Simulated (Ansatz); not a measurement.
Read the following structure.

```
CELL_PARAMETERS angstrom
3.69100 0.00000 0.00000
-1.84550 3.19650 0.00000
0.00000 0.00000 6.09632
ATOMIC_POSITIONS crystal
Zr 0.00000 0.00000 0.00000
S 0.66667 0.33333 0.76433
S 0.33333 0.66667 0.23567
```

Q: Interpret the file: composition, symmetry and coordination.

A: Its composition is ZrS2. The atoms follow space group P-3m1 (No. 164); the Bravais lattice is primitive hexagonal. Its structure type: cadmium iodide (CdI₂, 1T) type. One cell contains 1 Zr, 2 S, 3 atoms in all. The polyhedra are ZrS6 octahedra; they share edges. Zr bonds to six S in an octahedral arrangement at 2.57 Å. The S atoms are each bonded to three Zr in a trigonal pyramidal arrangement at 2.57 Å. Not all metal-metal contacts are counted. The bonds build ZrS2 layers parallel to (001).

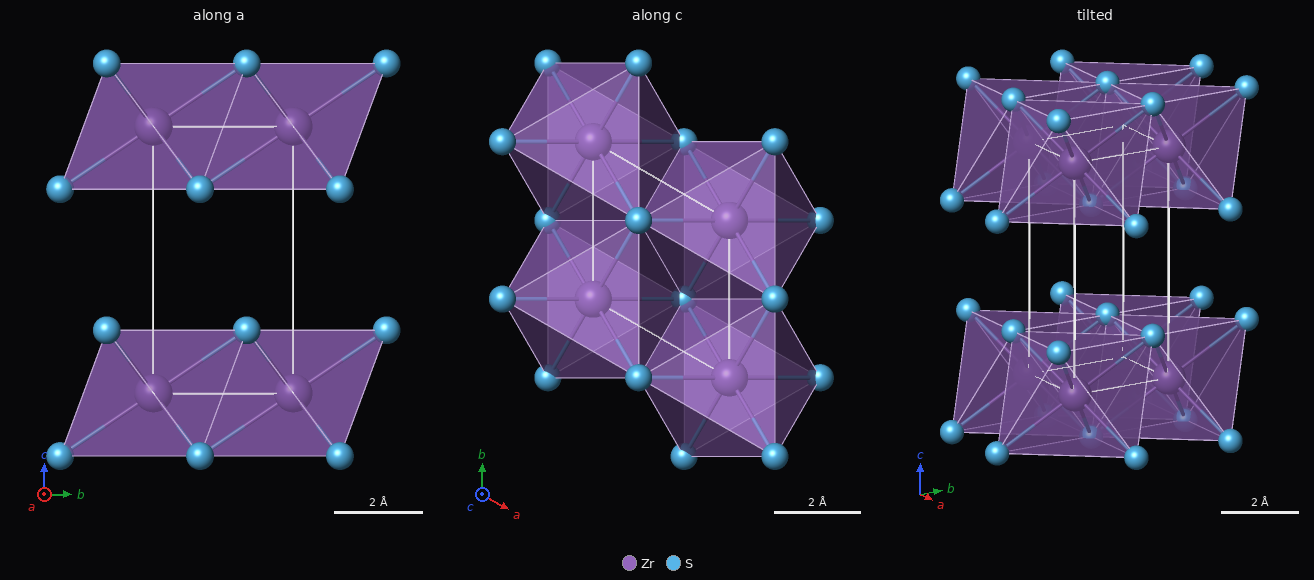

We look at a polyhedral model of the crystal along the a axis, along the c axis and slightly off an axis. The conventional unit cell is outlined; an atom on or near a face, edge or corner is repeated at each equivalent position. Some neighbours outside the box are added.

Provenance: a structure listed in the Materials Project. Earlier steps of the study may have refined or changed the cell and positions. A calculation with Ansatz used it as input.
